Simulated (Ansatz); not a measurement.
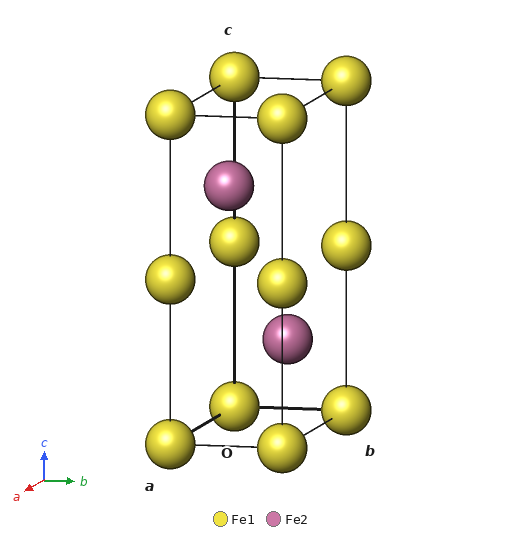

Crystal: Fe, the end point of a relaxation with Ansatz 0.2.0, DFT, BLYP, plane waves (420 eV) with PAW, scalar-relativistic; the starting structure was generated, so it need not be a known form of this composition. One unit cell; atoms that symmetry makes equivalent share a colour (atoms on faces, edges and corners are repeated). All values are computed from the atomic coordinates in the standard setting (tolerance 0.002 Å).

a = 2.485 Å, b = 2.485 Å, c = 7.988 Å, α = 90.00°, β = 90.00°, γ = 120.00°; space group P6₃/mmc, No. 194.

One atom of each site: Fe1 (0, 0, 0); Fe2 (1/3, 2/3, 1/4).

Q: Give the multiplicity, Wyckoff letter and site symmetry of each site.

A:
| site | Wyckoff | symmetry |
| --- | --- | --- |
| Fe1 | 2a | -3m. |
| Fe2 | 2c | -6m2 |

Q: How many free positional parameters does the structure have?

A: 0: Fe1 0, Fe2 0.
